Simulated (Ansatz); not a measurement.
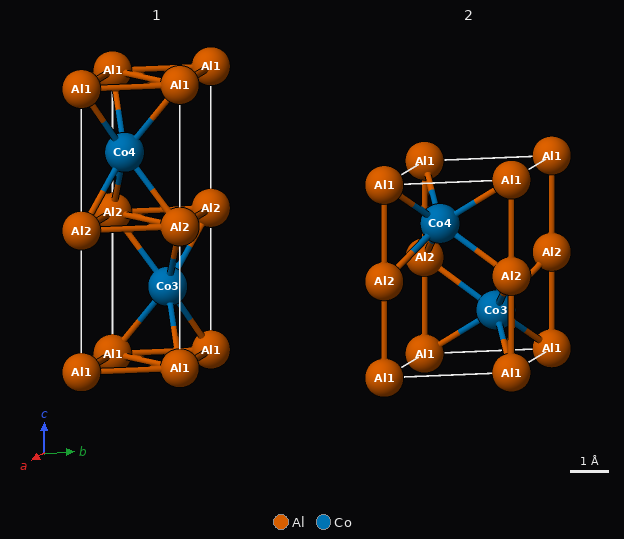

Two geometries of solid AlCo (built on the nickel arsenide_194 type), drawn at one scale. One is the start of a relaxation, the other its converged end. A ball-and-stick model of the cell of the calculation, seen slightly off an axis.

These are results of DFT PBE, scalar-relativistic, plane waves, PAW (Ansatz 0.2.0), not measurements. Settings: plane-wave cutoff 420 eV; k-point mesh 18 × 18 × 10; occupations gaussian; smearing width 0.1 eV; no spin polarisation; cell and atoms relaxed; force threshold 0.01 eV/Å; at most 80 steps.

Question: Which one is relaxed?

Answer: Structure 1 is the relaxed one. Case: nickel arsenide type (P6_3/mmc, No. 194). After 19 accepted moves (22 points after the start) the energy has fallen by 405 meV per atom. All forces vanish by symmetry, so only the cell relaxes. The pressure goes from 0.13 to 0.01 GPa. The SCF was repeated 3 times at an unchanged geometry on a basis and grid sized afresh for the cell, which shifted the energy by 93.8 meV per atom at most. The atoms keep their places relative to the cell (all moves are under 0.005 Å). The volume changes by −12.1 %, with a = b 3.489 → 2.698 Å (−22.7 %), c 5.274 → 7.751 Å (+47.0 %). Near-neighbour distances that change, for instance: Al1–Al2 2.637 → 3.876 Å, Al1–Al1 3.489 → 2.698 Å, Co3–Co3 3.489 → 2.698 Å, Al1–Co3 2.408 → 2.486 Å. Bond angles that change, for instance: Al1–Co3–Al2 66.4° → 102.4°, Al1–Co3–Al1 92.9° → 65.7°, Co3–Al1–Co3 92.9° → 65.7°. The space group stays P6_3/mmc (No. 194). The run took 7.1 min on 1 thread of Intel(R) Xeon(R) Platinum 8259CL CPU @ 2.50GHz (Skylake/Cascade Lake), on a shared host, peak memory 0.55 GiB.
